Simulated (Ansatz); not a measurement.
Consider InSb (slab).

Input file:

```
crystal:
  lattice:
    - [4.6351943588, 0.0, 0.0]
    - [0.0, 4.6351943588, 0.0]
    - [0.0, 0.0, 26.4715207712]
  atoms:
    - { symbol: Sb, position: [0.0, 0.5, 0.2833233521] }
    - { symbol: In, position: [0.5, 0.5, 0.3452309658] }
    - { symbol: Sb, position: [0.5, 0.0, 0.4071385795] }
    - { symbol: In, position: [0.0, 0.0, 0.4690461932] }
    - { symbol: Sb, position: [0.0, 0.5, 0.5309538068] }
    - { symbol: In, position: [0.5, 0.5, 0.5928614205] }
    - { symbol: Sb, position: [0.5, 0.0, 0.6547690342] }
    - { symbol: In, position: [0.0, 0.0, 0.7166766479] }
basis:
  ecutwfc: 500
kpoints:
  mp_grid: { grid: [8, 8, 1] }
hamiltonian:
  xc: r2scan
scf:
  occupations: { method: gaussian, width: 0.1 }
output:
  forces: true
  stress: true
  eigenvalues: true
  write_density: true
  write_potential: true
  elf: true
  volumetric_format: npy
efield:
  axis: 3
  dipole_correction: true
  ramp_width: 0.04
```

Launched as:

```sh
ansatz run input.yaml --threads 1 --pin off --max-ram 2560MiB --backend cpu --events-out ev --progress --plain --runs-dir out
```

Not relaxed (largest force 0.5 eV/Å).

All numbers below come from DFT r2SCAN, scalar-relativistic, plane waves, PAW (Ansatz 0.2.0).

> What can the converged valence pseudo-density and electron localisation function tell about the bonding?

In–Sb (2.84 Å): ρ at the midpoint is about 0.34 e/Å³; the ELF peaks at about 0.65 between the atoms.

> Metal or insulator at this level of theory?

It is metallic or semimetallic at this level of theory: no gap opens.

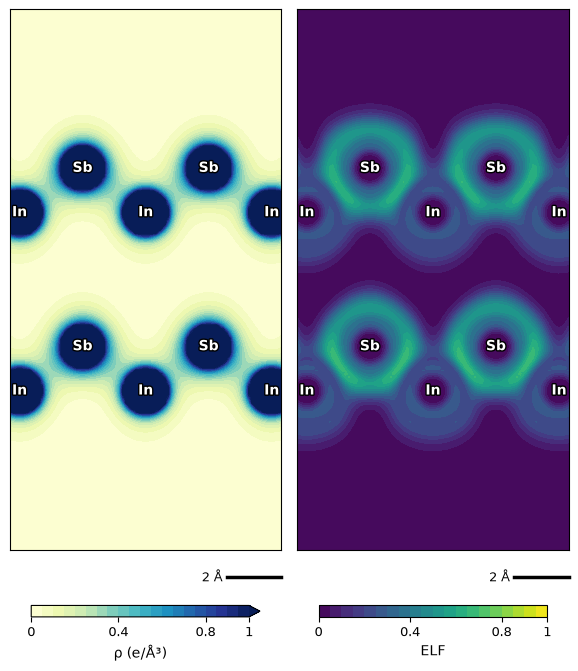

Computed valence pseudo-density and electron localisation function on the (100) plane of the calculation cell, a cut from vacuum to vacuum, in this order. 

Core electrons are frozen (PAW), and the valence fields are smoothed inside the atomic spheres.
